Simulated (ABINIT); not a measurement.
**CdSe: geometry relaxation (part 3 of 3)**

The same run, continued: CdSe (F-43m, 2 atoms in the cell); Kohn-Sham DFT of a periodic cell, LDA, PseudoDojo NC SR LDA v0.4.1 standard, no spin polarisation (ABINIT 10.8.3); cutoff 1387.78 eV, 6×6×6 k-mesh, fermi-dirac of 0.05 eV. The structure derives from a Materials Project entry.

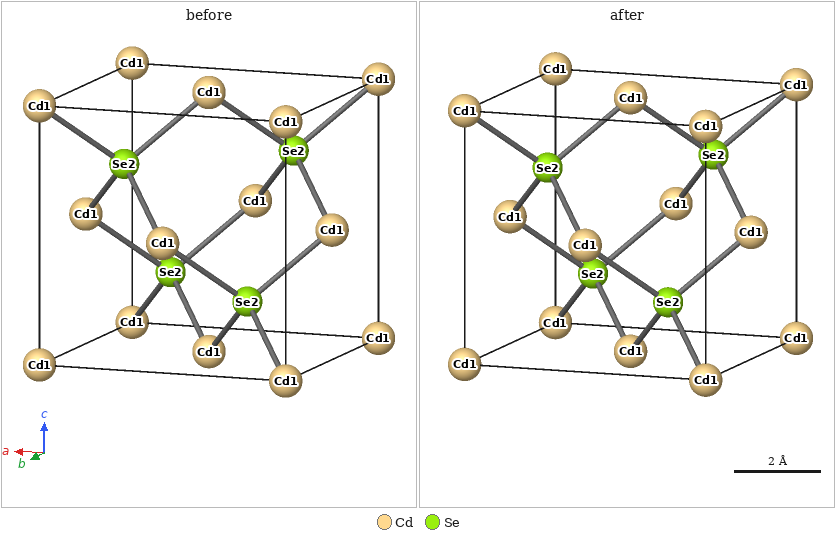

Fig. 1: Before (left) and after (right) the relaxation, at one scale (ball-and-stick view of the cell 4 times as large as that of the calculation, set on its symmetry axes, seen at an oblique angle). No atom moves by more than 0.005 Å relative to the cell. Cell: a = b = c 6.141 → 6.010 Å (−2.1 %). Volume −6.2 %. Among the contacts that change: Cd1–Se2 2.659 → 2.603 Å. The space group stays F-43m (No. 216). The energy falls by 19.1 meV per atom in 4 geometry steps. All forces vanish by symmetry, so only the cell relaxes. (Atoms are counted from 1 in the order of the input.)

The run was set up as follows.

Input:
```
# Pseudopotentials
pp_dirpath "./"
pseudos "Cd.upf, Se.upf"

# Structure
acell 3*1.0
rprim
     0.0000000000     5.8019716937     5.8019716937
     5.8019716937     0.0000000000     5.8019716937
     5.8019716937     5.8019716937     0.0000000000
ntypat 2
znucl 48 34
natom 2
typat 1 2
chkprim 0
chksymtnons 0
tolsym 1.0e-6
xred
            0.0            0.0            0.0
            1/4            1/4            1/4

# Plane-wave basis
ecut 51.0
ecutsm 0.5

# k points
kptopt 1
ngkpt 6 6 6
nshiftk 1
shiftk 0.0 0.0 0.0

# Exchange and correlation
ixc 7

# Bands and occupations
nband 22
occopt 3
tsmear 0.05 eV

# SCF cycle
nstep 80
tolvrs 1.0e-12

# Output
iomode 3
prteig 0
prtebands 0
prtwf 0
prtden 0

# Relaxation
ionmov 2
optcell 2
ntime 50
tolmxf 2.0e-5
dilatmx 1.08
```

Run as:
```bash
abinit run.abi > log 2>&1
```

Results in brief:

```json
{"quantity": "outcome", "value": "converged"}
{"quantity": "space group (tolerance 0.01 Å)", "value": "F-43m (216)"}
{"quantity": "electrons treated", "value": "36"}
{"quantity": "free energy", "value": "−8068.3767 eV"}
{"quantity": "Fermi energy", "value": "4.381 eV"}
{"quantity": "gap on the k-point mesh", "value": "0.40 eV"}
{"quantity": "pressure", "value": "0.00 GPa"}
{"quantity": "final volume", "value": "54.28 Å³"}
{"quantity": "largest force (length of the vector) at the end", "value": "under 0.001 eV/Å"}
{"quantity": "final cell", "value": "a = 4.250 Å, b = 4.250 Å, c = 4.250 Å, α = 60.00°, β = 60.00°, γ = 60.00°"}
{"quantity": "hardware", "value": "1 thread of Arm Neoverse V1, 24 GiB of memory available, shared host"}
{"quantity": "wall time", "value": "12 min"}
{"quantity": "peak memory", "value": "0.15 GiB"}
```
